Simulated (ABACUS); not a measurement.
## CaSe: 7 runs along one coordinate

System: CaSe (Fm-3m, 2 atoms in the cell).
Method: Kohn-Sham DFT of a periodic cell, PBE, PseudoDojo NC SR 0.4.1 PBE standard, no spin polarisation (ABACUS 3.10.1).

The 7 runs differ only in the geometry, by an even scaling of the cell at fixed fractional positions. The structure derives from an entry of the Crystallography Open Database.

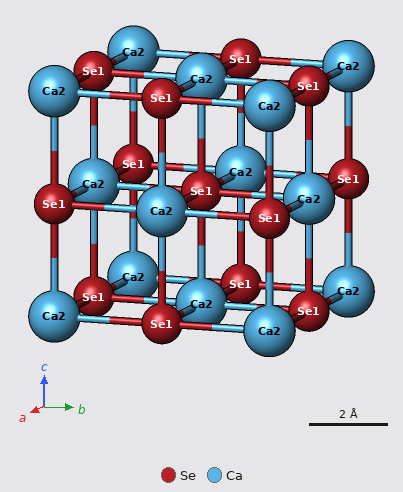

Figure 1. The structure of run 4 (ball-and-stick view of the cell 4 times as large as that of the calculation, set on its symmetry axes, seen slightly off an axis; atoms are numbered from 1 in the order of the input).

### Input of run 4
```
INPUT_PARAMETERS
suffix              CaSe
calculation         scf
basis_type          lcao
pseudo_dir          ./
orbital_dir         ./
symmetry            1
dft_functional      pbe
ecutwfc             100
pseudo_rcut         10
nspin               1
nbands              17
ks_solver           genelpa
smearing_method     fd
smearing_sigma      0.00367493
scf_thr             1e-07
scf_nmax            100
mixing_type         broyden
mixing_beta         0.7
cal_force           1
cal_stress          1
out_mul             1
```

### File STRU of run 4
```
ATOMIC_SPECIES
Se 78.9710 Se.upf
Ca 40.0780 Ca.upf

NUMERICAL_ORBITAL
Se_confined-atom_7au_2s2p2d.orb
Ca_confined-atom_9au_3s2p2d.orb

LATTICE_CONSTANT
1.8897261246

LATTICE_VECTORS
0.0000000000 2.9560000000 2.9560000000
2.9560000000 0.0000000000 2.9560000000
2.9560000000 2.9560000000 0.0000000000

ATOMIC_POSITIONS
Direct

Se
0.0
1
0.5000000000 0.5000000000 0.5000000000 1 1 1

Ca
0.0
1
0.0000000000 0.0000000000 0.0000000000 1 1 1
```

### File KPT of run 4
```
K_POINTS
0
Gamma
8 8 8 0 0 0
```

Command:
```bash
OMP_NUM_THREADS=1 mpirun -np 4 abacus > log
```

Run 5 differs from it as follows:
```diff
-0.0000000000 2.9560000000 2.9560000000
-2.9560000000 0.0000000000 2.9560000000
-2.9560000000 2.9560000000 0.0000000000
+0.0000000000 2.9755767295 2.9755767295
+2.9755767295 0.0000000000 2.9755767295
+2.9755767295 2.9755767295 0.0000000000
```

### Results, with one run withheld

| run | volume per atom (Å³) | free energy per atom, from the lowest run given (meV) | pressure (GPa) | gap on the mesh (eV) |
| --- | --- | --- | --- | --- |
| 1 | 24.280 | 37.04 | 5.44 | 1.85 |
| 2 | 24.796 | 21.97 | 4.04 | 1.91 |
| 3 | 25.313 | 10.94 | 2.77 | 1.96 |
| 4 | 25.829 | 3.79 | 1.62 | 2.02 |
| 5 | 26.346 | ? | ? | ? |
| 6 | 26.863 | 0.00 | −0.35 | 2.11 |
| 7 | 27.379 | 2.48 | −1.19 | 2.15 |

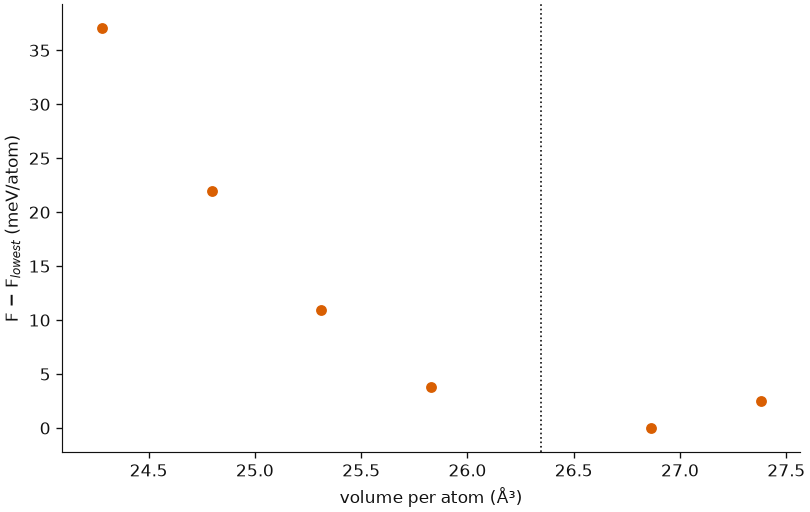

Figure 2. Free energy per atom of the runs given; the dotted line marks run 5.

Estimate the energy of run 5 from the others.

A cubic polynomial in V^(−2/3) (the Birch–Murnaghan form), fitted to the 6 runs given, misses them by at most 0.07 meV per atom. With x = V^(−2/3) − 0.11481 Å⁻², it reads F = 5.2202 + 3986.7 x + 7.1669e+05 x² − 1.185e+06 x³ (meV per atom). At run 5 it gives 0.28 meV per atom, and the run itself gives 0.36. The slope of the fit gives a pressure −dF/dV of 0.59 GPa there, and the run prints 0.59 GPa. The fit has its minimum at 26.662 Å³ per atom, where V d²F/dV² gives 48.7 GPa: the bulk modulus at this level, since symmetry fixes the shape and the positions. The gap on the mesh goes, without turning, from 1.85 eV in run 1 to 2.15 eV in run 7; run 5 has 2.06 eV. These are gaps of this functional on this mesh, which can miss the band edges; they aren't the measured gap.

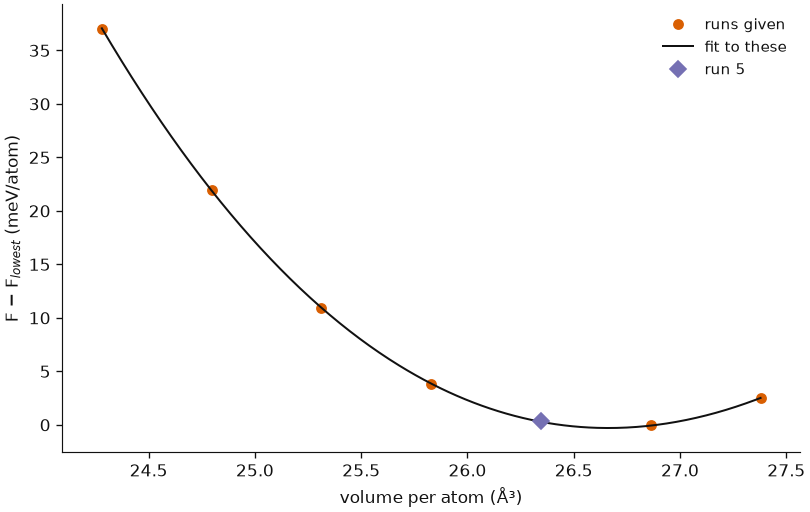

Figure 3. The fit and the withheld run.

### Some lines of the output (run 5)
```
[...]
                             Volume (A^3) = 52.6918
 E_Fermi        0.5809837524         7.9046894778
 E_Fermi        0.6044731646         8.2242793273
 E_Fermi        0.6092594862         8.2894005735
 E_Fermi        0.6104356291         8.3054028181
 E_Fermi        0.6106438685         8.3082360598
 E_Fermi        0.6106840537         8.3087828074
 E_Fermi        0.6106935541         8.3089120673
 E_KS(sigma->0) -320.1856621619      -4356.3494233045
 E_Fermi        0.6106931970         8.3089072096
 final etot is -4356.3494233 eV
 EFERMI = 8.3089072096 eV
 TOTAL-PRESSURE: 5.929004 KBAR
 !FINAL_ETOT_IS -4356.3494233044675639 eV
```

Notes: Points of doubt noted for this run: home made orbitals.
